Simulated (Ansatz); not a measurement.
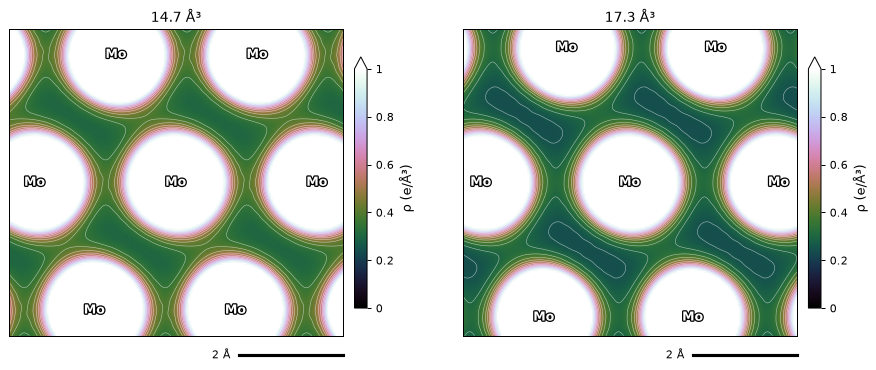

Mo. The valence charge density (pseudo) of cells scaled evenly to different volumes (given per atom above each panel), on the (100) plane of each (indices in the axes of the cell below), at one length scale and on one colour scale.

Computed without spin polarisation.

These are results of DFT PBE, scalar-relativistic, plane waves, PAW (Ansatz 0.2.0), not measurements.

The largest cell:

```yaml
crystal:
  lattice:
    - [0.00000, 2.16149, 1.85218]
    - [2.16149, 0.00000, 1.85218]
    - [2.16149, 2.16149, 0.00000]
  atoms:
    - { symbol: Mo, position: [0.00000, 0.00000, 0.00000] }
```

| volume (Å³/atom) | Mo–Mo contact in the plane (Å) | ρ at its midpoint (e/Å³) | pressure (GPa) | 
| --- | --- | --- | --- |
| 14.74 | 2.698 | 0.394 | 23.8 | 
| 16.02 | 2.774 | ? | ? | 
| 17.31 | 2.847 | 0.317 | −16.6 | 

Q: Estimate the missing row, and compare with the calculation.

A: Over the known rows ln ρ falls by 1.46 per Å of Mo–Mo distance (the line through the two), which gives 0.353 e/Å³ at 2.774 Å; the calculation gives 0.352 e/Å³. For the pressure, a straight line in volume between the neighbouring rows gives 3.7 GPa; the calculation gives −0.5, lower because pressure rises ever faster on compression.
